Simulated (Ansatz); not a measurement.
**SiNi: density, localisation and related maps**

The calculation's input:

```
crystal:
  lattice:
    - [4.4648078531, 0.0, 0.0]
    - [0.0, 4.4648078531, 0.0]
    - [0.0, 0.0, 4.4648078531]
  atoms:
    - { symbol: Si, position: [0.8467112662, 0.8467112662, 0.8467112662] }
    - { symbol: Si, position: [0.6532887338, 0.1532887338, 0.3467112662] }
    - { symbol: Si, position: [0.3467112662, 0.6532887338, 0.1532887338] }
    - { symbol: Si, position: [0.1532887338, 0.3467112662, 0.6532887338] }
    - { symbol: Ni, position: [0.1487341848, 0.1487341848, 0.1487341848] }
    - { symbol: Ni, position: [0.3512658152, 0.8512658152, 0.6487341848] }
    - { symbol: Ni, position: [0.6487341848, 0.3512658152, 0.8512658152] }
    - { symbol: Ni, position: [0.8512658152, 0.6487341848, 0.3512658152] }
basis:
  ecutwfc: 500
kpoints:
  mp_grid: { grid: [8, 8, 8] }
hamiltonian:
  xc: r2scan
scf:
  occupations: { method: gaussian, width: 0.1 }
output:
  forces: true
  stress: true
  eigenvalues: true
  write_density: true
  write_potential: true
  elf: true
  volumetric_format: npy
relax:
  adjacent_minimum: "off"
  f_tol: 0.005
  max_steps: 80
  cell: { stress_tol: 0.05 }
```

Run with:

```sh
ansatz run input.yaml --threads 2 --pin off --max-ram 5120MiB --backend cpu --events-out ev --progress --plain --runs-dir out
```

Below, planes, directions and counts refer to the conventional cell (a = 4.46 Å, b = 4.46 Å, c = 4.46 Å, α = 90.00°, β = 90.00°, γ = 90.00°).

Space group P2₁3; computed without spin polarisation.

These are results of Ansatz, DFT r2SCAN, scalar-relativistic, plane waves, PAW, not measurements.

Core electrons are frozen (PAW), and the valence fields are smoothed inside the atomic spheres.

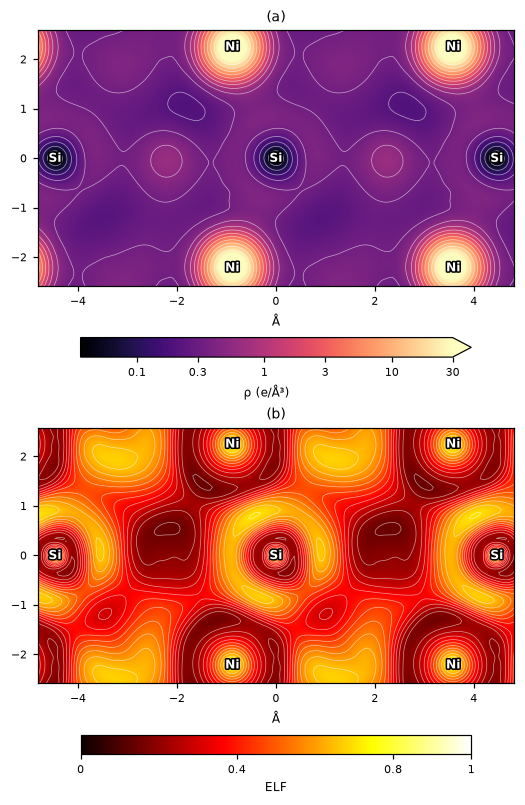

Figure 1. (a) valence electron density; (b) electron localisation function on the (100) plane of the conventional cell.

### What do the fields say about this system?

- The section cuts through Si and Ni sites.
- Atoms just off the plane (Si, 0.9 Å away and Ni, 0.9 Å away) can leave unmarked features too.
- Si–Ni (2.38 Å): ρ is about 0.42 e/Å³ halfway; the ELF peaks at about 0.65 in the valence shell of Si, 0.9 Å from its nucleus, and is about 0.45 at the midpoint.
- Between the atoms the lowest density in this plane is 0.2 e/Å³.
- The features right at Ni lie inside the PAW spheres, where the map follows smoothed inner orbitals and isn't to be read closely.

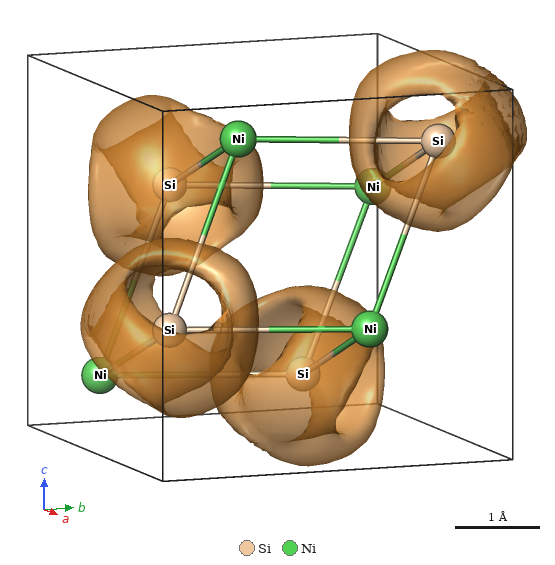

Figure 2. Isosurface of the ELF at 0.6 (orange), seen slightly off an axis. Core shells and regions of very low density are left out. Sticks mark near contacts.

### Describe the localisation domains.

The surface consists of four regions wrapped around Si (the valence shell of each), counted in one cell of 8 atoms. Regions shared between cells count once. Along the contacts the grid gives the following. Si–Ni (2.33 Å): the ELF peaks at about 0.65 in the valence shell of Si, 0.9 Å from its nucleus, and is about 0.45 at the midpoint.

### Does the calculation make it a metal, or give it a gap?

It is metallic or semimetallic at this level of theory: no gap opens.
